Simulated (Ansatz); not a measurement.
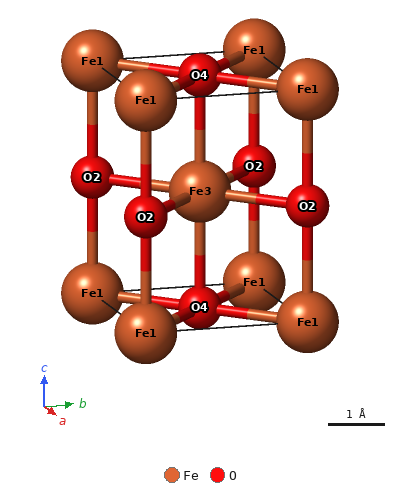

**Figure 1.** The structure as given in the input (ball-and-stick view of the reduced cell, seen slightly off an axis; atoms are numbered from 1 in the order of the input). Near neighbours in the crystal (not all of them lie inside the picture): Fe has 6 O at 2.16 Å; O has 6 Fe at 2.16 Å.

## FeO: single-point calculation (part 1 of 3)

- system: FeO (R-3m, 4 atoms in the cell)
- method: DFT PBE+U, scalar-relativistic, plane waves, PAW, Ueff = 3 eV on Fe atom 1 d; Ueff = 3 eV on Fe atom 3 d, spin-polarised (Ansatz 0.2.0)

The structure derives from an entry of the Crystallography Open Database. It belongs to a series of runs on one base structure; here: random orbitals: harmonics, high filling. Figures and captions count atoms from 1; the log counts them from 0 in places.

Input file:
```yaml
crystal:
  lattice:
    - [1.51768211, 0.87623418, 2.51579458]
    - [-1.51768211, -0.87623417, 5.03158916]
    - [0.0, -3.5049367, 5.03158916]
  atoms:
    - { symbol: Fe, position: [0.0, 0.0, 0.0], spin: 4.0 }
    - { symbol: O, position: [0.5, 0.5, 0.0] }
    - { symbol: Fe, position: [0.0, 0.0, 0.5], spin: -4.0 }
    - { symbol: O, position: [0.5, 0.5, 0.5] }
basis:
  ecutwfc: 420
  ecutrho_ratio: 4
kpoints:
  mp_grid: { grid: [8, 8, 8] }
hamiltonian:
  xc: pbe
  hubbard:
    sites:
      - { site: 0, l: d, u_eff: 3.0, starting_ns: [{ spin: up, occupation_matrix: s0up }, { spin: down, occupation_matrix: s0down }] }
      - { site: 2, l: d, u_eff: 3.0, starting_ns: [{ spin: up, occupation_matrix: s2up }, { spin: down, occupation_matrix: s2down }] }
    occupation_matrices:
      s0up:
        matrix:
          - [0.97, 0.0, 0.0, 0.0, 0.0]
          - [0.0, 0.97, 0.0, 0.0, 0.0]
          - [0.0, 0.0, 0.97, 0.0, 0.0]
          - [0.0, 0.0, 0.0, 0.97, 0.0]
          - [0.0, 0.0, 0.0, 0.0, 0.97]
      s0down:
        matrix:
          - [0.97, 0.0, 0.0, 0.0, 0.0]
          - [0.0, 0.02, 0.0, 0.0, 0.0]
          - [0.0, 0.0, 0.02, 0.0, 0.0]
          - [0.0, 0.0, 0.0, 0.02, 0.0]
          - [0.0, 0.0, 0.0, 0.0, 0.02]
      s2up:
        matrix:
          - [0.97, 0.0, 0.0, 0.0, 0.0]
          - [0.0, 0.02, 0.0, 0.0, 0.0]
          - [0.0, 0.0, 0.02, 0.0, 0.0]
          - [0.0, 0.0, 0.0, 0.02, 0.0]
          - [0.0, 0.0, 0.0, 0.0, 0.02]
      s2down:
        matrix:
          - [0.97, 0.0, 0.0, 0.0, 0.0]
          - [0.0, 0.97, 0.0, 0.0, 0.0]
          - [0.0, 0.0, 0.97, 0.0, 0.0]
          - [0.0, 0.0, 0.0, 0.97, 0.0]
          - [0.0, 0.0, 0.0, 0.0, 0.97]
    ns_hold: { iters: 12 }
scf:
  occupations: { method: gaussian, width: 0.05 }
  lower_state_search: "off"
  max_iter: 150
output:
  forces: true
  stress: true
  eigenvalues: true
  populations: true
  hubbard: { sites: [{ site: 0, l: d }, { site: 2, l: d }] }
  write_density: true
  write_potential: true
  elf: true
  volumetric_format: npy
magnetization:
  spin_polarized: true
```

Launched with:
```bash
ansatz run input.yaml --threads 2 --pin off --max-ram 3072MiB --backend cpu --events-out ev --progress --plain --runs-dir out
```

Output:
```
basis.fft_grid_basis auto: the FFT boxes are laid along the combinations [[1, 0, 0], [-1, 1, 0], [0, -1, 1]] of the cell's own vectors, 3.066, 4.314 and 3.035 Å long. The dense box has 24×30×24 points. Along the cell's own vectors, as sized, it would have 24×36×45, 2.25 times as many. basis.fft_grid_basis: typed keeps the cell's own vectors: state it where this run's energies or levels are differenced outside the engine with another run's, or held beside a run that keeps those vectors. Those combinations have planes normal to reciprocal vector 3, as the cell's own vectors have. Each planar average written beside output.write_density, output.write_potential has a row for each plane of the box: 24. The volumetric files lie along those combinations, not along the cell's own vectors: a cube or XSF file states them, and fields.json those of NumPy files.
Fe: projections on atomic orbitals take those of the free atom [Ne] 3s2 3p6 3d6 4s2, of charge +0.00 (hamiltonian.pseudopotentials.projection_atoms); the dataset's partial waves leave at most 1.1e-6 of an orbital's norm unspanned inside its sphere
O: projections on atomic orbitals take those of the free atom [He] 2s2 2p4, of charge +0.00 (hamiltonian.pseudopotentials.projection_atoms); the dataset's partial waves leave at most 1.9e-8 of an orbital's norm unspanned inside its sphere
Engine: ansatz 0.2.0, aarch64-unknown-linux-gnu
Pseudopotentials: kind: paw
Pseudopotential: Fe, paw, valence charge 16, recommended cutoff 420 eV (normal), Fe.paw.azcp
Pseudopotential: O, paw, valence charge 6, recommended cutoff 420 eV (normal), O.paw.azcp
Functional definition: PBE
  parameter kappa = 0.804
  parameter beta = 0.06672455060314922
  exchange = pbe_x(kappa = kappa, mu = beta*pi^2/3)
  correlation = pbe_c(beta = beta)
Crystal: 4 atoms, lattice volume = 40.147 Å³
Basis set: ecut = 420 eV, 787 PW (Γ), FFT grids on a1, −a1+a2, −a2+a3, exchange–correlation on 48×60×48 points (8 copies of the dense FFT grid, shifted against one another)
Bands: 32, of which v1, the nominal top of the filled ones, is band 22 counted from 1 (21 counted from 0)
Symmetry: 4 space group operations
Space group: P2/m (ITA 10), of the structure as read, at distance tolerance 3.4e-5 Å
Magnetic group: BNS 10.49 (UNI 56), of the structure as read, at distance tolerance 3.4e-5 Å
k-points: 170 of 512
Non-local potential: Fe, projectors of the file, l = 0: 3, l = 1: 2, l = 2: 3, l = 3: 1
Non-local potential: O, projectors of the file, l = 0: 2, l = 1: 2, l = 2: 1
PAW form: soft (Blöchl's): semilocal exchange-correlation on the pseudo side does not see the compensation charge
PAW one-centre angular grid: Fe, 590 points (default); XC on 64 Gauss nodes
PAW one-centre angular grid: O, 110 points (default); XC on 64 Gauss nodes
Initial density: superposition of atomic densities (chi_scale 0.1, normalization cell, long waves kept (reshape's long-wave potential 0.00 eV rms))
Starting moments: Σ|m| = 8 μB on 2 of 4 sites
Starting magnetic order: antiferromagnet; a translation exchanges its spin sublattices: spin-degenerate at every k-point
Initial wavefunctions: pseudopotential atomic-orbital guess
Functional: x = pbe(κ = 0.804, μ = 0.2195149727645171), c = pbe(β = 0.06672455060314922)
```
